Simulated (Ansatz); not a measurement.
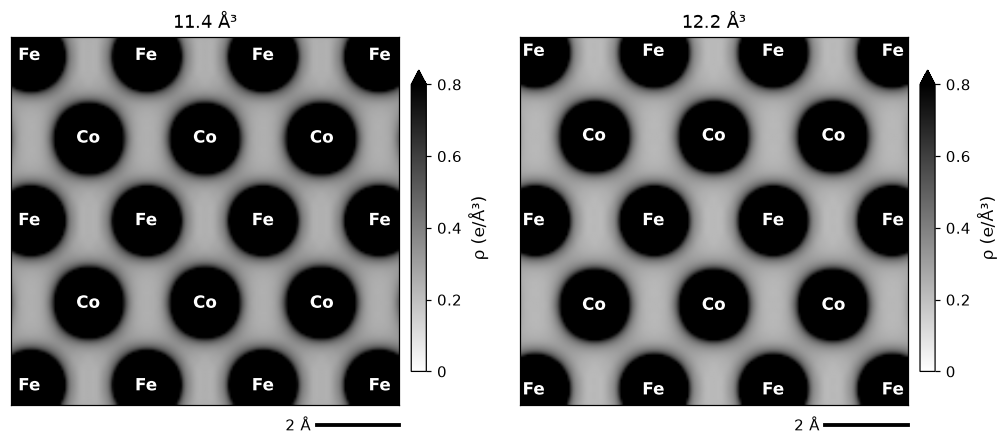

FeCo. The valence charge density (pseudo) of cells scaled evenly to different volumes (given per atom above each panel), on the (110) plane of each (indices in the axes of the cell below), at one length scale and on one colour scale.

Spin-polarised.

Computed with Ansatz, DFT, PBE, PAW with Ansatz's default frozen-core files, scalar-relativistic.

The largest cell:

```
Fe Co
1.0
     2.90384    0.00000    0.00000
     0.00000    2.90384    0.00000
     0.00000    0.00000    2.90384
Fe Co
1 1
Direct
  0.50000 0.50000 0.50000
  0.00000 0.00000 0.00000
```

| volume (Å³/atom) | Fe–Co contact in the plane (Å) | ρ at its midpoint (e/Å³) | pressure (GPa) | largest moment (μB) | 
| --- | --- | --- | --- | --- |
| 11.37 | 2.453 | 0.351 | 2.2 | 2.77 | 
| 11.66 | 2.474 | ? | ? | ? | 
| 12.24 | 2.515 | 0.316 | −10.2 | 2.88 | 

What values belong in the row with question marks?

Over the known rows ln ρ falls by 1.69 per Å of Fe–Co distance (the line through the two), which gives 0.339 e/Å³ at 2.474 Å; the calculation gives 0.339 e/Å³. For the pressure, a straight line in volume between the neighbouring rows gives −1.9 GPa; the calculation gives −2.6, lower because pressure rises ever faster on compression. For the largest moment, a straight line in volume between the neighbouring rows gives 2.81 μB; the calculation gives 2.81.
